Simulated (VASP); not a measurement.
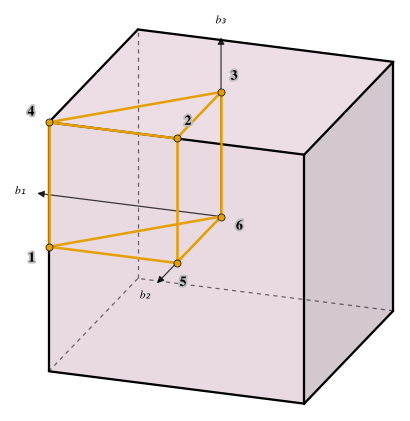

Crystal: BaTiO₃, the end point of a relaxation with VASP Kohn-Sham DFT of a periodic cell, LDA, VASP PAW LDA potentials, recommended in VASP 6.6.1. The first Brillouin zone of a primitive tetragonal lattice (tP; extended symbol tP1) is drawn with its special points numbered. Geometry calculated from the standardised cell; symmetry tolerance 0.002 Å.

a = 3.942 Å, b = 3.942 Å, c = 3.989 Å, α = 90.00°, β = 90.00°, γ = 90.00°.

Labels and path follow the convention of Hinuma et al. (2017), as computed by seekpath; the arrows show the directions of the reciprocal primitive vectors b₁, b₂, b₃, in which coordinates are given.

Question: Give the label and coordinates of each numbered point.

Answer:
| no. | label | coordinates |
| --- | --- | --- |
| 1 | M | (1/2, 1/2, 0) |
| 2 | R | (0, 1/2, 1/2) |
| 3 | Z | (0, 0, 1/2) |
| 4 | A | (1/2, 1/2, 1/2) |
| 5 | X | (0, 1/2, 0) |
| 6 | Γ | (0, 0, 0) |
